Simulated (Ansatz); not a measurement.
# Σ3 (111) boundary in fcc Ni, starting shift (0.25, 0.5): structure and resistance, part 2 of 3

How much does the Σ3 (111) boundary in fcc Ni, starting shift (0.25, 0.5) reflect electrons?

Ansatz 0.2.0; Ansatz plane-wave DFT, PBE, PAW files, collinear spin; relaxation of a bicrystal slab with its lowest layers held; PAW set soft_1 (the session's first sound run).

So far: The structure; Relaxing the bicrystal.

## Step 2: Relaxing the bicrystal (continued)

Step by step:

| step | energy less that of the first step (eV) | largest force component (eV/Å) |
| --- | --- | --- |
| 1 | 0.0000 | 1.2246 |
| 2 | -0.0875 | 0.6225 |
| 3 | -0.2208 | 0.2984 |
| 4 | -0.3317 | 0.3617 |
| 5 | -0.3942 | 0.0984 |
| 6 | -0.4168 | 0.0208 |
| 7 | -0.4304 | 0.0316 |
| 8 | -0.4375 | 0.0217 |
| 9 | -0.4386 | 0.0155 |

The run keeps the 2 symmetry operations that it works with, so distortions that break them were not tested.

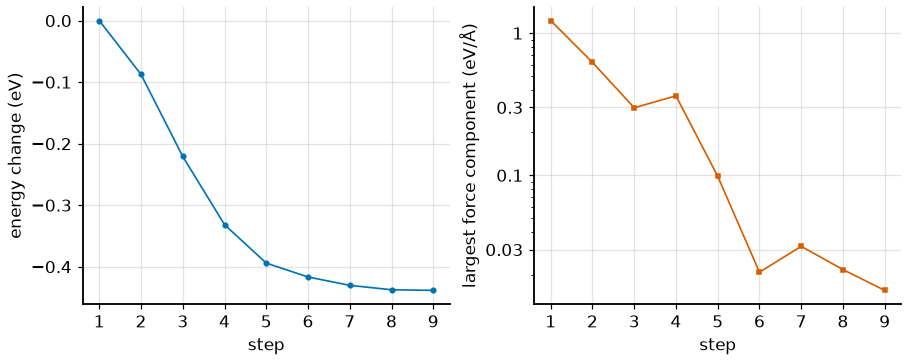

Energy and largest force along the relaxation.

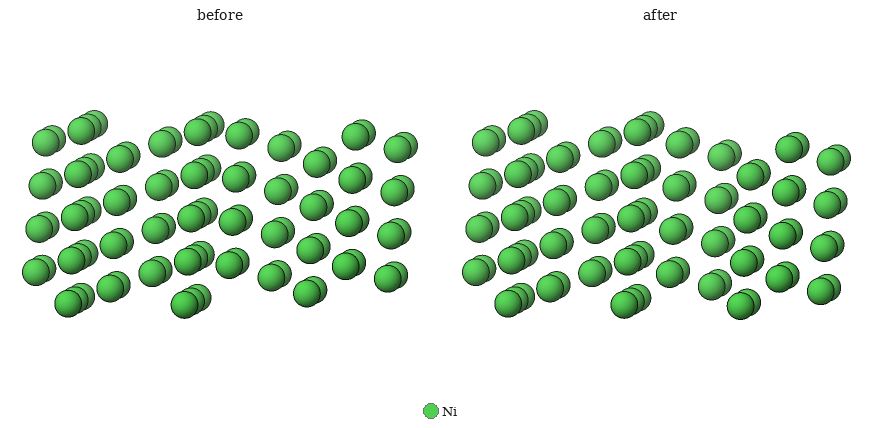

The structure before and after the relaxation, drawn at the same scale.

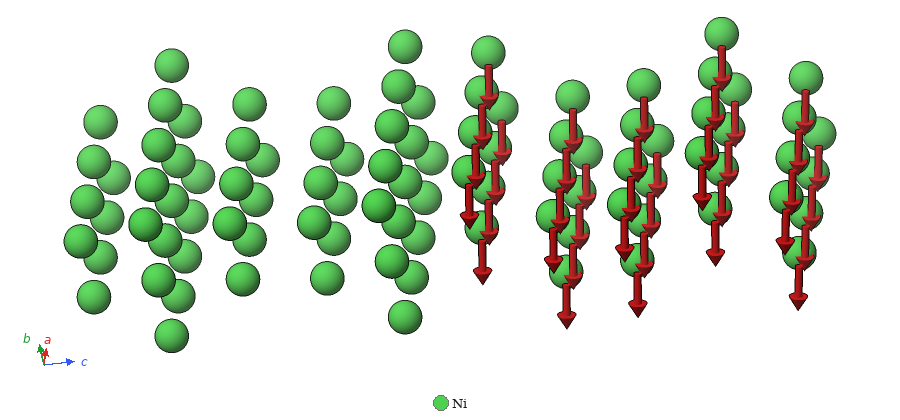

Displacements in the relaxation, exaggerated; the longest in the cell stands for 1.09 Å. 4×2×1 cells are drawn. Some periodic images of atoms are drawn too.

The atoms that moved most (Å):

| atom | dx | dy | dz | length |
| --- | --- | --- | --- | --- |
| Ni10 | 0.000 | -1.081 | -0.153 | 1.092 |
| Ni9 | 0.000 | -1.081 | -0.120 | 1.087 |
| Ni8 | 0.000 | -1.080 | -0.116 | 1.086 |
| Ni7 | 0.000 | -1.078 | -0.114 | 1.084 |
| Ni6 | 0.000 | -1.075 | -0.109 | 1.081 |
| Ni4 | 0.000 | -0.001 | -0.012 | 0.012 |
| Ni5 | 0.000 | 0.000 | -0.009 | 0.009 |
| Ni3 | 0.000 | 0.000 | -0.006 | 0.006 |

This step gave:

```
free energy             : -58396.2019 eV
energy at zero smearing : -58395.9224 eV
Fermi energy            : 10.82 eV
total moment            : 6.282 μB
absolute moment         : 7.211 μB
```

The largest force component on a free atom ends at 0.015 eV/Å, under the tolerance of 0.03, after 9 steps.

## Step 3: Transmission across the boundary

 

This step: Ansatz plane-wave DFT, PBE, PAW files, collinear spin; ballistic transport by layer matching (Landauer), zero bias; boundary relaxed in a short slab, bulk layers laid on; PAW set soft_1 (Ansatz 0.2.0).

System of this step: Σ3 (111) boundary in fcc Ni, starting shift (0.25, 0.5). The cell holds 22 atoms: 22 Ni. Its edges and angles: a = 2.492 Å, b = 2.492 Å, c = 50.712 Å, α = 90.0°, β = 90.0°, γ = 120.0°. It derives from Ni. Regions: lower grain, 9 atoms (9 Ni); boundary, 6 atoms (6 Ni); upper grain, 7 atoms (7 Ni). Vacuum lies along c.

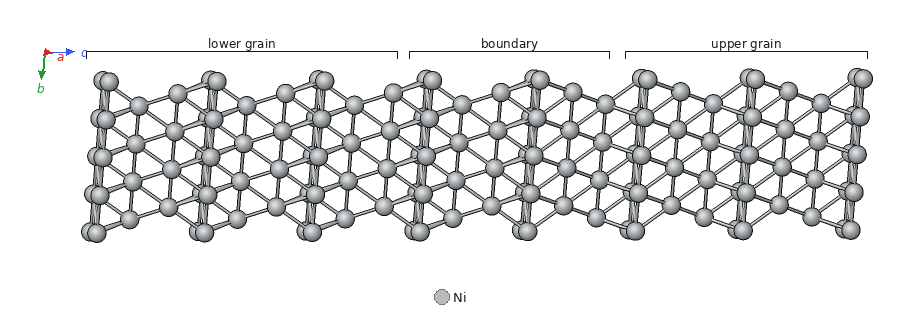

The cell of this step (nickel light grey). 1×4×1 cells are drawn. Some periodic images of atoms are drawn too.

input.yaml

```yaml
crystal:
  lattice:
    - [2.4918442969, 0.0, 0.0]
    - [-1.2459221485, 2.1580004634, 0.0]
    - [0.0, 0.0, 50.7124099227]
  atoms:
    - { symbol: Ni, position: [-4.0000000001, -8.0, 0.0788761569], spin: 1.0 }
    - { symbol: Ni, position: [-3.6666666668, -7.3333333333, 0.118996166], spin: 1.0 }
    - { symbol: Ni, position: [-3.3333333334, -6.6666666667, 0.1591161751], spin: 1.0 }
    - { symbol: Ni, position: [-3.0000000001, -6.0, 0.1992361842], spin: 1.0 }
    - { symbol: Ni, position: [-2.6666666667, -5.3333333333, 0.2393561933], spin: 1.0 }
    - { symbol: Ni, position: [-2.3333333334, -4.6666666667, 0.2794762025], spin: 1.0 }
    - { symbol: Ni, position: [-2.0, -4.0, 0.3195962116], spin: 1.0 }
    - { symbol: Ni, position: [-1.6666666667, -3.3333333333, 0.3597162207], spin: 1.0 }
    - { symbol: Ni, position: [-1.3333333333, -2.6666666667, 0.3998362298], spin: 1.0 }
    - { symbol: Ni, position: [1.0, 0.0, 0.4399562389], spin: 1.0 }
    - { symbol: Ni, position: [0.3332589984, 0.6665179968, 0.4799506379], spin: 1.0 }
    - { symbol: Ni, position: [0.6664732569, 0.3329465139, 0.5199641266], spin: 1.0 }
    - { symbol: Ni, position: [-4.15657e-05, -8.31313e-05, 0.5601300925], spin: 1.0 }
    - { symbol: Ni, position: [0.6674972873, 0.3349945746, 0.6002686225], spin: 1.0 }
    - { symbol: Ni, position: [0.3335016721, -0.3329966558, 0.6402837793], spin: 1.0 }
    - { symbol: Ni, position: [-0.9998316613, -1.9996633225, 0.6804037884], spin: 1.0 }
    - { symbol: Ni, position: [-1.3331649946, -2.6663299891, 0.7205237975], spin: 1.0 }
    - { symbol: Ni, position: [-1.6664983279, -3.3329966558, 0.7606438067], spin: 1.0 }
    - { symbol: Ni, position: [-1.9998316613, -3.9996633225, 0.8007638158], spin: 1.0 }
    - { symbol: Ni, position: [-2.3331649946, -4.6663299891, 0.8408838249], spin: 1.0 }
    - { symbol: Ni, position: [-2.666498328, -5.3329966558, 0.881003834], spin: 1.0 }
    - { symbol: Ni, position: [-2.9998316613, -5.9996633225, 0.9211238431], spin: 1.0 }
magnetization:
  spin_polarized: true
kpoints:
  mp_grid: { grid: [12, 12, 1] }
hamiltonian:
  xc: pbe
  pseudopotentials: { kind: paw, azcp: { folder: soft_1 } }
scf:
  occupations: { method: fermi_dirac, width: 0.1 }
output:
  transmission:
    leads: [[5, 6], [17, 18]]
    kmesh: [28, 28]
    e_range: [-0.1, 0.1]
    de: 0.05
  write_potential: true
  write_density: true
  volumetric_format: npy
  elf: true
```

On the command line:

```bash
ansatz run input.yaml --threads 8 --pin off --max-ram 15360MiB --backend cpu --events-out ev --progress --plain --runs-dir out
```

Numbers of over 12 decimals in the logs are rounded to 6 here.

Output:

```text
[...]
Crystal: 22 atoms, lattice volume = 272.701 Å³
Basis set: ecut = 420 eV, 5155 PW (Γ)
Bands: 251, of which v1, the nominal top of the filled ones, is band 198 counted from 1 (197 counted from 0)
Symmetry: 2 space group operations
[...]
k-points: 43 of 144 (time reversal used)
[...]
Starting moments: Σ|m| = 22 μB on 22 of 22 sites
[...]
SCF iter   1: F=—  HF=-128457.776572 eV  |F-HF|=—  |Δ(HF+E_count)|=         —  Δρ=4.16e-2 (↑3.91e-2 ↓4.16e-2)  dr2=2.28e1  dr2_m=2.91e-1  M=18.297 μB ∫|m|=19.476 μB  β_m=0.30  ethr=3.10e-3  ⟨swp⟩=6.0  Hψ=78076  notcnv=0  defer=1265
[...]
SCF iter  18: F=-128473.211025 eV  HF=-128473.211025 eV  |F-HF|=5.41e-8  |Δ(HF+E_count)|=  5.53e-10  Δρ=2.32e-6 (↑1.09e-6 ↓2.32e-6)  dr2=5.65e-8  dr2_m=1.59e-9  M=14.221 μB ∫|m|=16.226 μB  ethr=9.80e-12  ⟨swp⟩=9.8  Hψ=96504  notcnv=0
SCF 1 converged in 18 iterations: F = -128473.211025 eV  dr2 = 5.65e-8
[...]
transmission: 1312 of 13082 steps passed
transmission: 2628 of 13082 steps passed
[...]
transmission: 13082 of 13082 steps passed
WARN: The output density's exchange-correlation potential varies sharply where the density is thin. Do not read a vacuum level from v_tot or v_xc, or from such a field of the output density. On a cell that repeats whose density bears no net charge and no dipole along the vacuum's axis use v_es (v_loc + v_h of the components); under efield.dipole_correction with no amplitude use v_es + v_field, which holds any externa [...]
SCF converged after 18 iterations
Magnetization: 14.2213 μB (205.1106 up, 190.8894 down)
Absolute magnetization: 16.2496 μB (∫|ρ↑−ρ↓|, with the PAW one-centre terms)
[...]
Per-site moments (μB) at R_I (Å): [(0.715469, 1.027886), (0.722772, 1.027886), (0.680320, 1.027886), (0.675781, 1.027886), (0.676634, 1.027886), (0.676471, 1.027886), (0.675537, 1.027886), (0.675833, 1.027886), (0.676627, 1.027886), (0.676076, 1.025665), (0.676759, 1.025665), (0.680665, 1.025945), (0.688711, 1.027307), (0.681827, 1.025755), (0.676709, 1.025755), (0.674524, 1.027886), (0.676480, 1.027886), (0.676606, 1.027886), (0.675798, 1.027886), (0.679986, 1.027886), (0.722598, 1.027886), (0.715317, 1.027886)]
Free energy (F): -128473.211025 eV
[...]
Internal energy: -128471.996124 eV  (E = F + TS)
E sigma→0 (E₀):  -128472.603575 eV
Entropy (-TS):   -1.214901 eV (-55.223 meV/atom)
Fermi energy:    15.160162 eV
[...]
--- Band table (eV; the first three rows and the last of 86) ---
  k-point 0 ↑: bands = [... 194 lower, 13.9795, 14.0466, 14.0475, 14.1011, 14.1014, 14.1894, 14.1897, 14.2453, ... 49 higher]
  k-point 1 ↑: bands = [... 194 lower, 13.9751, 14.0023, 14.0142, 14.0430, 14.0683, 14.1190, 14.1195, 14.2009, ... 49 higher]
  k-point 2 ↑: bands = [... 194 lower, 14.0214, 14.0649, 14.1092, 14.1139, 14.1550, 14.2241, 14.2416, 14.2785, ... 49 higher]
  k-point 42 ↓: bands = [... 194 lower, 15.4795, 15.5080, 15.5436, 15.5519, 16.6756, 16.6857, 16.6943, 16.7135, ... 49 higher]
--- Transmission ---
  basis      : 55 plane waves across, 31 finite elements along
  points     : 211, standing for a mesh of 28 x 28
  energies   : 5 from -0.100000 to 0.100000 eV about the Fermi level, 0.050000 eV apart; the leads are filled to 0.000000 eV, and channels, transmission and decay are at 0.000000 eV
  crystal 0  : Ni1, at the sites [5, 6], period 2.0346 Å, over 26.45 Å; its Hamiltonian steps by up to 1.3 meV
    offset         : up to 0.0000 Å between an atom of the period and one for which it stands
    channels       : 6.466837e-1 up, 1.709184e0 down
    conductance    : none, the energies end too early or step too widely for 300 K: set another output.transmission.e_range or a lower de, or, where they end at an eighth of basis.ecutwfc, a higher one
    slowest decay  : 0.1051 /Å at (-0.4286, 0.2143)
[...]
channels       : 6.466837e-1 up, 1.709184e0 down
[...]
slowest decay  : 0.1033 /Å at (-0.4286, 0.2143)
  junction   : crystal 0 to crystal 1, 16.53 to 36.21 Å
    transmission   : 5.940168e-1 up, 1.473928e0 down
[...]
```

The job ended after 3.8 min (8 threads of Intel Xeon Platinum 8375C at 2.90GHz (Ice Lake), shared host; peak memory 7.3 GiB; 29 min of CPU time).

This step gave:

```
free energy                                                   : -128473.2110 eV
energy at zero smearing                                       : -128472.6036 eV
Fermi energy                                                  : 15.16 eV
total moment                                                  : 14.22 μB
absolute moment                                               : 16.25 μB
cell area                                                     : 5.377 Å²
transmission at the energy nearest the Fermi level, spin up   : 0.5940
transmission at the energy nearest the Fermi level, spin down : 1.474
channels at the energy nearest the Fermi level, spin up       : 0.6467
open channels, upper lead, spin up                            : 0.6467
channels at the energy nearest the Fermi level, spin down     : 1.709
open channels, upper lead, spin down                          : 1.709
step of the lead's Hamiltonian                                : 1.3 meV
step of the upper lead's potential                            : 2.3 meV
```

Per spin. Table of transmission, zone mean by energy, zero at the Fermi level:

| energy (eV) | T up | T down |
| --- | --- | --- |
| -0.1000 | 0.560 | 1.40 |
| -0.0500 | 0.571 | 1.42 |
| 0.0000 | 0.594 | 1.47 |
| 0.0500 | 0.599 | 1.55 |
| 0.1000 | 0.605 | 1.50 |

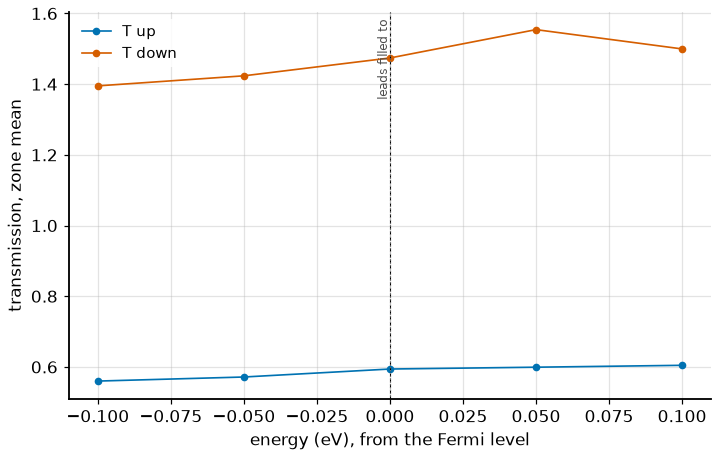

Transmission, zone mean, plotted against energy.

Per spin. The open channels, zone mean by energy, zero at the Fermi level:

| energy (eV) | lead up | upper lead up | lead down | upper lead down |
| --- | --- | --- | --- | --- |
| -0.1000 | 0.601 | 0.601 | 1.67 | 1.67 |
| -0.0500 | 0.631 | 0.631 | 1.69 | 1.69 |
| 0.0000 | 0.647 | 0.647 | 1.71 | 1.71 |
| 0.0500 | 0.647 | 0.647 | 1.77 | 1.77 |
| 0.1000 | 0.647 | 0.647 | 1.90 | 1.89 |

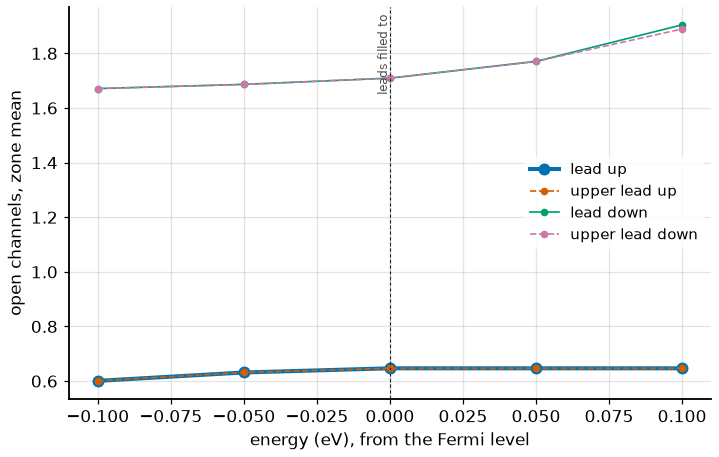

Open channels, zone mean, plotted against energy.

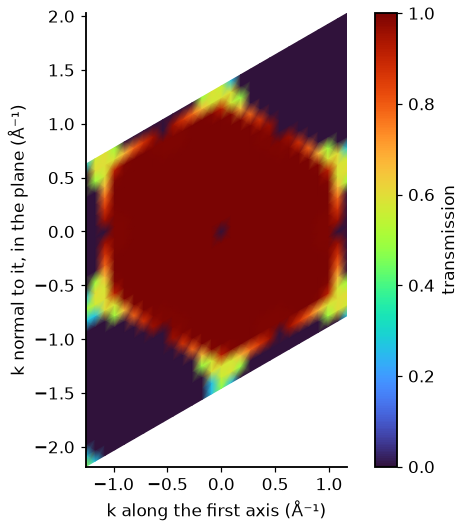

Transmission over k1 and k2. At 0.0000 eV from the Fermi level, spin up.

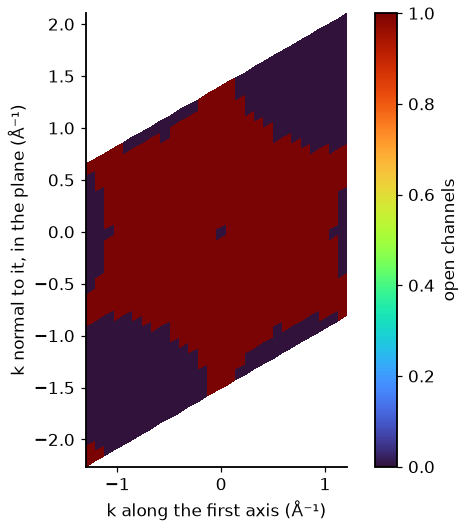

Open channels over k1 and k2. At 0.0000 eV from the Fermi level, spin up.

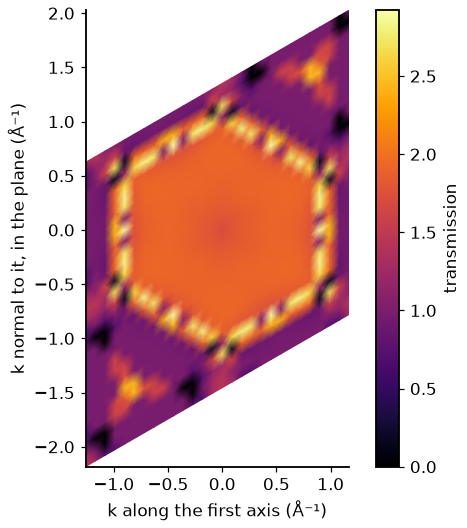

Transmission over k1 and k2. At 0.0000 eV from the Fermi level, spin down.

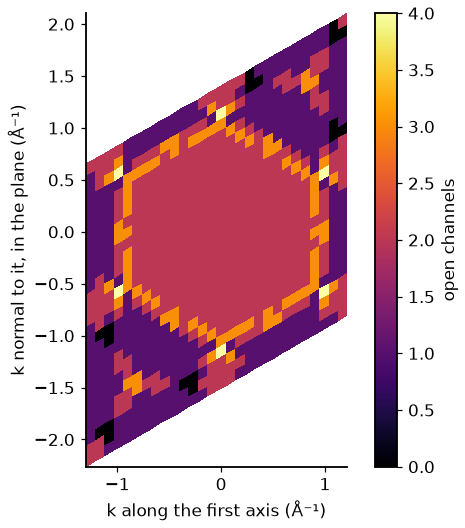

Open channels over k1 and k2. At 0.0000 eV from the Fermi level, spin down.

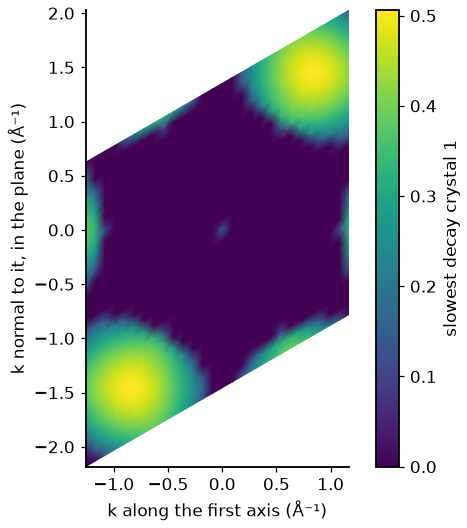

Slowest decay crystal 1 over k1 and k2. At 0.0000 eV from the Fermi level, spin up.

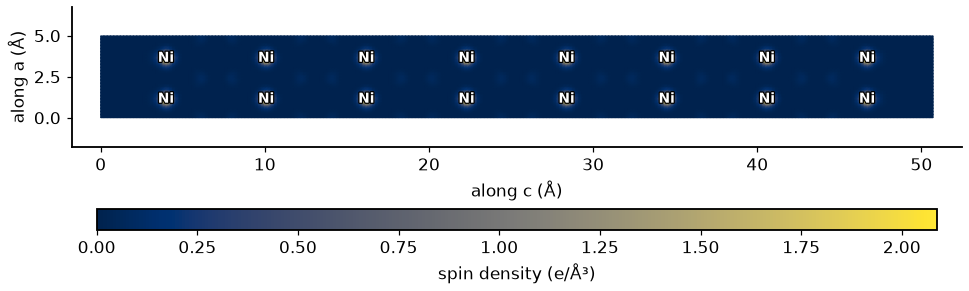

Spin density in the ca plane at fractional y = 0.000, with atoms of Ni within 0.2 Å of it. The map starts off the cell's origin, so that atoms lie inside it.

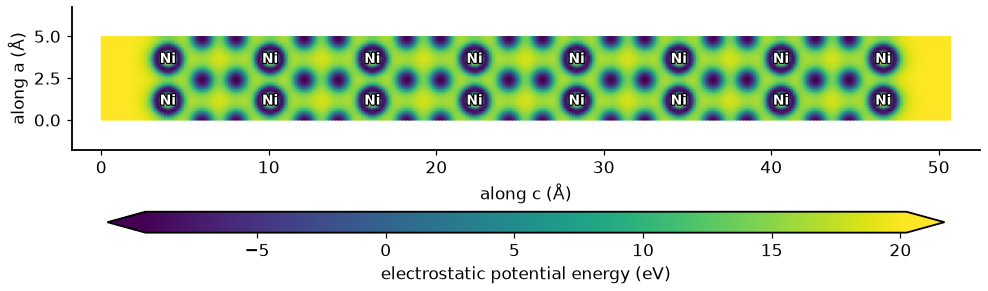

Electrostatic potential energy in the ca plane at fractional y = 0.000, with atoms of Ni within 0.2 Å of it. With pseudopotentials it is smooth inside the atoms' cores, unlike the true potential. The map starts off the cell's origin, so that atoms lie inside it.

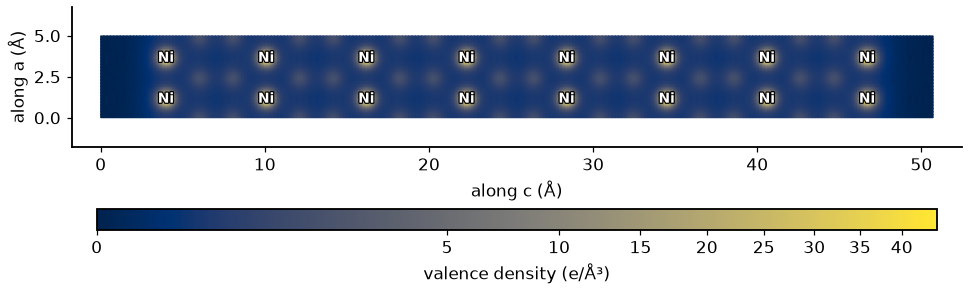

Valence density in the ca plane at fractional y = 0.000, with atoms of Ni within 0.2 Å of it. It is the smooth field of the valence electrons, not physical close to the nuclei. The map starts off the cell's origin, so that atoms lie inside it. The colour scale is stretched toward low values.

Nearest the Fermi level spin up passes 0.594 of 0.647 channels of the lower lead and spin down 1.47 of 1.71.

## Step 4: Specific resistance

/

This step: Ansatz plane-wave DFT, PBE, PAW files, collinear spin; ballistic transport by layer matching (Landauer), zero bias; specific resistance of the boundary; PAW set soft_1 (Ansatz 0.2.0).

Numbers from this step:

```
area resistance                      : 0.08218 fΩ m²
T over the leads' mean channel count : 0.8630
spin asymmetry γ                     : -0.09509 (R down - R up) / (R down + R up)
```

Averaged over the energies near the Fermi level, 86.3 % of the channels pass, which makes 0.0822 fΩ m².

By hand, with means over the energies near the Fermi level: RA per spin = A (h/e²)(1/T − ½[1/N₁ + 1/N₂]); spin up: 5.377×10⁻²⁰ m² × 25 813 Ω × (1/0.5858 − ½[1/0.6344 + 1/0.6344]) = 0.182 fΩ m²; spin down: 5.377×10⁻²⁰ m² × 25 813 Ω × (1/1.469 − ½[1/1.748 + 1/1.745]) = 0.150 fΩ m². The spins conduct in parallel, so 1/RA = 1/0.182 + 1/0.150 and RA = 0.0822 fΩ m²; γ = (0.150 − 0.182)/(0.150 + 0.182) = -0.095.

(Continued in part 3 of 3.)

[Logs are printed without paths, hosts, clocks, repeated set-up lines and the standing remarks that a program may print on its own settings, such as how far it seeks lower states.]

[Hosts, paths, dates, database ids (printed as entryN), source tags and the programs' standing remarks are cut or masked in the printed files.]
